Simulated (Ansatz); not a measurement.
# ZnSe (Stilleite): a many-body input that goes wrong, and its mend

What is wrong with this input for ZnSe (Stilleite)?

Method: G0W0 on PBE, plane waves, PAW, in Ansatz 0.2.0.

**1. Starting point**

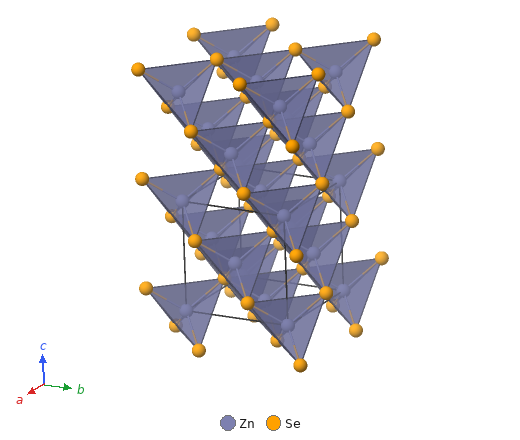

The cell as given, slightly off an axis (zinc blue, selenium orange). 1×1×2 cells are drawn. This picture shows the conventional cell, with its axes. Some periodic images of atoms are drawn too.

Structure file:

```cif
data_structure
_symmetry_space_group_name_H-M 'F-43m'
_symmetry_Int_Tables_number 216
_cell_length_a 5.6676
_cell_length_b 5.6676
_cell_length_c 5.6676
_cell_angle_alpha 90.000
_cell_angle_beta 90.000
_cell_angle_gamma 90.000
_cell_volume 182.05
loop_
_atom_site_label
_atom_site_type_symbol
_atom_site_symmetry_multiplicity
_atom_site_Wyckoff_symbol
_atom_site_fract_x
_atom_site_fract_y
_atom_site_fract_z
_atom_site_occupancy
Zn1 Zn 4 a 0.00000 0.00000 0.00000 1
Se1 Se 4 d 0.25000 0.25000 0.75000 1
```

The cell and positions come from the Crystallography Open Database and are kept as given unless a step says otherwise. The default PAW set here is soft_2. Its files were made with PBE.

**2. First try**

File input.yaml:

```yaml
crystal:
  lattice:
    - [0.0, 2.8338, 2.8338]
    - [2.8338, 0.0, 2.8338]
    - [2.8338, 2.8338, 0.0]
  atoms:
    - { symbol: Zn, position: [0.0, 0.0, 0.0] }
    - { symbol: Se, position: [0.25, 0.25, 0.25] }
kpoints:
  mp_grid: { grid: [4, 4, 4] }
hamiltonian:
  xc: pbe
scf:
  occupations: { method: fixed }
gw:
  n_empty_bands: 73
  ecut_chi: 10
  qp_bands: [v2, c2]
  qp_kpoints: band_edges
  screening: { model: contour_deformation }
```

Launch:

```sh
> ansatz run input.yaml --threads 3 --pin off --max-ram 92160MiB --backend cuda --events-out ev --progress --plain --runs-dir out --devices 1 --max-vram 13GiB  # rebuilt from the run's record
```

Numbers of over 12 decimals in the logs are rounded to 6 here.

Output:

```text
GPUs: using 1 of 1 available (devices: 1).
Engine: ansatz 0.2.0, x86_64-unknown-linux-gnu
Pseudopotentials: kind: paw
Pseudopotential: Zn, paw, valence charge 12, recommended cutoff 420 eV (normal), Zn.paw.azcp
Pseudopotential: Se, paw, valence charge 16, recommended cutoff 420 eV (normal), Se.paw.azcp
Functional definition: PBE
  parameter kappa = 0.804
  parameter beta = 0.066725
  exchange = pbe_x(kappa = kappa, mu = beta*pi^2/3)
  correlation = pbe_c(beta = beta)
device memory: the entry about to start is reckoned to put 0.8 GiB on a device that reports 32.1 GiB free (of which the cap on the GPU budget leaves the run 13.0 GiB)
GPU FFT provider: cuFFT
GPU libraries: cuBLAS 13.8.2, cuFFT 12.4.0, cuSOLVER 12.3.4
Crystal: 2 atoms, lattice volume = 45.513 Å³
Basis set: ecut = 420 eV, 893 PW (Γ)
Bands: 18, of which v1, the nominal top of the filled ones, is band 14 counted from 1 (13 counted from 0)
Symmetry: 24 space group operations
Space group: F-43m (ITA 216), of the structure as read, at distance tolerance 3.6e-5 Å
k-points: 8 of 64 (time reversal used)
Non-local potential: Zn, projectors of the file, l = 0: 2, l = 1: 2, l = 2: 3, l = 3: 1
Non-local potential: Se, projectors of the file, l = 0: 2, l = 1: 2, l = 2: 3, l = 3: 1
PAW form: soft (Blöchl's): semilocal exchange-correlation on the pseudo side does not see the compensation charge
PAW one-centre angular grid: Zn, 590 points (default); XC on 64 Gauss nodes
PAW one-centre angular grid: Se, 590 points (default); XC on 64 Gauss nodes
Initial density: superposition of atomic densities (neutral atoms: chi_scale 0, normalization atom), corrected by the library's trained network
Initial wavefunctions: pseudopotential atomic-orbital guess
GPU buffer pool allocated for 19683 grid points (all kernels)
GPU transforms: local potential and band sums: pruned to the plane-wave sphere, on 25×27×27
Functional: x = pbe(κ = 0.804, μ = 0.219515), c = pbe(β = 0.066725)
SCF iter   1: F=—  HF=-8789.459623 eV  |F-HF|=—  |Δ(HF+E_count)|=         —  Δρ=7.17e-4  dr2=2.90e-4  ethr=1.77e-3  ⟨swp⟩=5.0  Hψ=660  notcnv=0  defer=11
preconditioner: auto → none  [insulator: Δε(μ)=1.281 eV  Ē_g=11.869 eV  n_scr=14 (ndim 8)  ℏωp=23.4 eV  f_vac=0.121  ε∞_Penn≈4.9]
SCF iter   2: F=—  HF=-8789.459596 eV  |F-HF|=—  |Δ(HF+E_count)|=   2.76e-5  Δρ=2.98e-4  dr2=2.78e-5  ethr=1.03e-6  ⟨swp⟩=2.0  Hψ=340  notcnv=0  defer=12
SCF iter   3: F=—  HF=-8789.459593 eV  |F-HF|=—  |Δ(HF+E_count)|=   2.22e-6  Δρ=1.52e-4  dr2=6.50e-6  ethr=9.92e-8  ⟨swp⟩=2.0  Hψ=256  notcnv=0  defer=7
SCF iter   4: F=—  HF=-8789.459603 eV  |F-HF|=—  |Δ(HF+E_count)|=   9.93e-6  Δρ=7.29e-5  dr2=1.29e-6  ethr=2.32e-8  ⟨swp⟩=2.0  Hψ=256  notcnv=0  defer=15
SCF iter   5: F=—  HF=-8789.459603 eV  |F-HF|=—  |Δ(HF+E_count)|=   2.33e-7  Δρ=1.66e-5  dr2=1.53e-7  ethr=4.61e-9  ⟨swp⟩=2.0  Hψ=208  notcnv=0  defer=16
SCF iter   6: F=-8789.459603 eV  HF=-8789.459603 eV  |F-HF|=2.15e-9  |Δ(HF+E_count)|=   8.85e-8  Δρ=4.18e-6  dr2=3.69e-9  ethr=3.57e-10  ⟨swp⟩=5.5  Hψ=568  notcnv=0
SCF 1 converged in 6 iterations: F = -8789.459603 eV  dr2 = 3.69e-9
[...]
device memory: the entry about to start is reckoned to put 1.3 GiB on a device that reports 36.1 GiB free (of which the cap on the GPU budget leaves the run 13.0 GiB)
NSCF: frozen V_eff on 8 k-points
[...]
device memory: the entry about to start is reckoned to put 1.7 GiB on a device that reports 36.1 GiB free (of which the cap on the GPU budget leaves the run 13.0 GiB)
NSCF: frozen V_eff on 8 k-points
G₀W₀ screening: q 1/8
[... further progress lines ...]
device memory: the entry about to start is reckoned to put 0.3 GiB on a device that reports 33.4 GiB free (of which the cap on the GPU budget leaves the run 13.0 GiB)
NSCF: frozen V_eff on 1 k-points
SCF converged after 6 iterations
Free energy (F): -8789.459603 eV
Harris-Foulkes:  -8789.459603 eV  (|F-HF|=2.15e-9)
Internal energy: -8789.459603 eV  (E = F + TS)
E sigma→0 (E₀):  -8789.459603 eV
Fermi energy:    6.808588 eV
--- Per-component energies (eV) ---
  E_band       = -380.492190
  E_kinetic    = 250.445684
  E_local      = -4392.031919  (includes V_loc(G=0)·N_el)
  E_nonlocal   = 18.433573
  E_hartree    = 2035.653355
  E_xc         = -241.548169
  E_vxc        = -150.357636  (∫ρ·V_xc dr)
  E_paw        = -3739.468391  (= ΣΔE_a)
  E_vpaw       = -178.288276  (= ΣTr[D̂ρ^β])
  E_aug_tail   = -0.000889  (compensation charges beyond the density's cutoff)
  E_ewald      = -2720.942845
  E_smearing   = -0.000000  (= −TS)
  E_closure    = -0.000000  (closes the sum)
  Σ components = -8789.459603   (vs F -8789.459603, Δ=0.00e0)
--- Band table (eV; the first three rows and the last of 8) ---
  k-point 0: bands = [... 10 lower, 0.6084, 6.8086, 6.8086, 6.8086, 8.0842, 12.5971, 12.5971, 12.5971]
  k-point 1: bands = [... 10 lower, 0.6085, 3.7543, 6.3303, 6.3303, 9.5424, 13.2301, 13.2301, 13.3651]
  k-point 2: bands = [... 10 lower, 0.7680, 1.5709, 5.9382, 5.9382, 9.3373, 13.1782, 13.1782, 15.3694]
  k-point 7: bands = [... 10 lower, 0.9097, 2.1114, 4.0402, 4.1395, 12.2794, 12.3501, 13.7585, 14.5115]
--- G₀W₀: contour deformation, 7 samples at zero and on the imaginary axis and 2 off it, 64 q-points, 73 empty bands' worth ---
  eigenvalues of the whole cell's RPA ε∞ on this k-mesh (on a slab, of 1 + 4πα/V) = 14.5776, 14.5776, 14.5776; static W/v taken at q = 0 is 0.068598
  bands read: the sum over 87 bands ends inside a degenerate multiplet in 1 slot, whose members it reads at an even weight; the widest, k=0: bands 87 to 89 (counted from 1) at 1/3 each
  gw.qp_kpoints: band_edges: 7 of 8 stored k-points solved, in 1 pass; an edge of the gap read off the rows below is read off those points alone
    valence top: of the k-points left out ik 5 came nearest to being solved in a further pass, in band 14 (counted from 1, as in the quasiparticle table): it holds the edge there only if its correction is more favourable than any solved in that band by at least 0.788 eV; those differ by 0.129 eV
    conduction bottom: of the k-points left out ik 5 came nearest to being solved in a further pass, in band 15 (counted from 1, as in the quasiparticle table): it holds the edge there only if its correction is more favourable than any solved in that band by at least 2.111 eV; those differ by 0.741 eV
  `?` marks the rows in doubt; gw_qp.tsv's column doubts and the gw_qp event give each row's grounds
    ik  band        ε_KS         Σx   Σc(E_QP)       V_xc       Z   E_QP_lin       E_QP  E_QP is
     0    13      6.8086   -21.9523     2.6359   -18.8521  0.7997     6.3372     6.3444  root
     0    14      6.8086   -21.9523     2.6359   -18.8521  0.7997     6.3372     6.3444  root
     0    15      8.0842    -9.4842    -3.2496   -13.7998  0.8060     9.2268     9.1502  root ?
     0    16     12.5971    -6.9156    -3.7399   -11.6469  0.7892    13.6507    13.5885  root
     1    13      6.3303   -21.0866     2.7140   -17.9225  0.7962     5.8735     5.8802  root
     1    14      6.3303   -21.0866     2.7140   -17.9225  0.7962     5.8735     5.8802  root
     1    15      9.5424    -8.9455    -3.3693   -13.3787  0.8020    10.6835    10.6064  root ?
     1    16     13.2301    -7.1655    -3.8799   -12.0172  0.7829    14.2555    14.2019  root
     2    13      5.9382   -20.4408     2.8162   -17.1961  0.7928     5.5035     5.5097  root
     2    14      5.9382   -20.4408     2.8162   -17.1961  0.7928     5.5035     5.5097  root
     2    15      9.3373    -8.7740    -3.3398   -13.1200  0.8035    10.4039    10.3436  root
     2    16     13.1782    -7.1321    -3.8421   -11.7928  0.7838    14.0298    13.9968  root
     3    13      5.5554   -19.9852     2.8611   -16.6548  0.7888     5.0783     5.0861  root
     3    14      5.5554   -19.9852     2.8611   -16.6548  0.7888     5.0783     5.0861  root
     3    15     10.7177    -8.7458    -3.4903   -13.2405  0.7979    11.7835    11.7221  root
     3    16     10.8254    -7.6956    -3.4840   -11.9151  0.7969    11.5837    11.5608  root
[...]
6    16     10.2585    -8.9007    -3.3565   -13.0387  0.8009    11.0666    11.0400  root
     7    13      4.0402   -20.3878     3.3549   -16.2555  0.7700     3.2327     3.2628  root
     7    14      4.1395   -16.7571     3.0263   -13.3910  0.7724     3.7955     3.7997  root
     7    15     12.2794    -8.0527    -3.6221   -12.0943  0.7906    12.7049    12.6988  root
     7    16     12.3501   -10.0640    -3.8260   -15.3545  0.7821    13.8240    13.8146  root
```

The job ended after 4.1 s (1 × NVIDIA H100 80GB HBM3 (shared by 6 runs) with 3 threads of AMD EPYC 7R13 (Zen 3), shared host; peak memory 1.1 GiB; 6.8 s of CPU time).

The column dr2 measures how far the density is from self-consistency, as an energy; F and HF (Harris–Foulkes) agree once it is small.

**Diagnosis.**

The run ended normally, though the input holds a fault or crude settings.

The fault: screening cutoff of 10 eV. Nearly all local fields and short-range correlation are left out.

It printed a gap of 2.81 eV, which is an artefact of the settings.

**3. A better input**

G0W0 replaces the xc potential by the self-energy, built once from these orbitals. Only a window of levels is corrected, while the sums run over the empty bands that the input names.

input.yaml, the sections that differ from step 2:

```yaml
kpoints:
  mp_grid: { grid: [6, 6, 6] }
gw:
  n_empty_bands: 135
  ecut_chi: 120
  qp_bands: [v2, c2]
  qp_kpoints: band_edges
  screening: { model: contour_deformation }
# crystal, hamiltonian, scf: as in step 2
```

Output:

```text
GPUs: using 1 of 1 available (devices: 1).
[...]
GPU FFT provider: cuFFT
GPU libraries: cuBLAS 13.8.2, cuFFT 12.4.0, cuSOLVER 12.3.4
Crystal: 2 atoms, lattice volume = 45.513 Å³
Basis set: ecut = 420 eV, 893 PW (Γ)
Bands: 18, of which v1, the nominal top of the filled ones, is band 14 counted from 1 (13 counted from 0)
[... 1 set-up line as in the run before ...]
[...]
k-points: 16 of 216 (time reversal used)
[...]
GPU buffer pool allocated for 19683 grid points (all kernels)
[...]
SCF iter   1: F=—  HF=-8789.521160 eV  |F-HF|=—  |Δ(HF+E_count)|=         —  Δρ=6.61e-4  dr2=2.74e-4  ethr=1.77e-3  ⟨swp⟩=5.0  Hψ=1330  notcnv=0  defer=28
[...]
SCF iter   6: F=-8789.521109 eV  HF=-8789.521109 eV  |F-HF|=9.11e-9  |Δ(HF+E_count)|=   1.41e-7  Δρ=3.65e-6  dr2=4.14e-9  ethr=3.57e-10  ⟨swp⟩=5.4  Hψ=1034  notcnv=0
SCF 1 converged in 6 iterations: F = -8789.521109 eV  dr2 = 4.14e-9
[...]
0    13      6.7818   -21.7965     2.1507   -18.8736  0.7640     5.9914     6.0097  root
     0    14      6.7818   -21.7965     2.1507   -18.8736  0.7640     5.9914     6.0097  root
     0    15      8.0685    -9.7759    -3.7058   -13.7972  0.7922     8.3860     8.3841  root
     0    16     12.5901    -6.9764    -4.4061   -11.6525  0.7736    12.8617    12.8600  root
     1    13      6.5293   -21.3417     2.1877   -18.3668  0.7625     5.7225     5.7421  root
     1    14      6.5293   -21.3417     2.1877   -18.3668  0.7625     5.7225     5.7421  root
     1    15      9.3310    -9.9834    -3.7756   -14.0644  0.7849     9.6383     9.6363  root
     1    16     12.6562    -7.6830    -4.3754   -12.2972  0.7709    12.8966    12.8951  root
[...]
12    13      4.5963   -18.3312     2.5549   -14.9114  0.7447     3.7012     3.7315  root
    12    14      4.5963   -18.3312     2.5549   -14.9114  0.7447     3.7012     3.7315  root
    12    15      9.7689    -7.0735    -3.5810   -10.6427  0.7958     9.7571     9.7571  root
    12    16     10.2461    -8.9882    -3.8296   -13.0504  0.7852    10.4799    10.4788  root
[key lines of the parts left out:]
SCF converged after 6 iterations
Free energy (F): -8789.521109 eV
Fermi energy:    6.781841 eV
```

The job ended after 33 s (1 × NVIDIA H100 80GB HBM3 (shared by 6 runs) with 3 threads; peak memory 1.2 GiB).

This step gave:

```
bands summed                                 : 149
RPA ε∞ on this mesh (eigenvalues)            : 8.519, 8.519, 8.519
plane waves in the screening matrix          : 137
q-points in the mesh                         : 216
G0W0 gap on the mesh                         : 2.374 eV
k of the valence top                         : 0, 0, 0
k of the conduction bottom                   : 0, 0, 0
starting gap on the mesh                     : 1.287 eV
Z at the valence top                         : 0.7640
Z at the conduction bottom                   : 0.7922
least direct G0W0 gap on the computed points : 2.374 eV
```

The gap on the mesh goes from 1.29 eV to 2.37 eV, a correction of +1.09 eV. Between the two edge states, bare exchange in place of the xc potential would open the gap by 6.94 eV, and correlation takes back 5.86 eV.

**4. Outcome**

```
first try  : converged after 4.1 s
better run : G0W0 gap on the mesh 2.37 eV (6×6×6 mesh, 135 empty bands, screening to 120 eV)
```

**Reading.** The second run differs in: mesh, empty bands and screening cutoff (eV). Bands and cutoff are finite, so the gap is not at the basis limit. The miss can reach some tenths of an eV and take either sign; the mesh is an error of its own. The many-body steps are scalar-relativistic: spin-orbit coupling is not in them.

[Paths, hosts, dates, memory and timing lines, banners, echoed tables and standing remarks are left out of the program output.]

[Logs are printed without paths, hosts, clocks, repeated set-up lines and the standing remarks that a program may print on its own settings, such as how far it seeks lower states.]

[Runs of the session that timed out or met a known fault of the program may be left out.]

[Cells called generated may have been cut or substituted from an entry of the Crystallography Open Database or the Materials Project.]

[Hosts, paths, dates, database ids (printed as entryN), source tags and the programs' standing remarks are cut or masked in the printed files.]
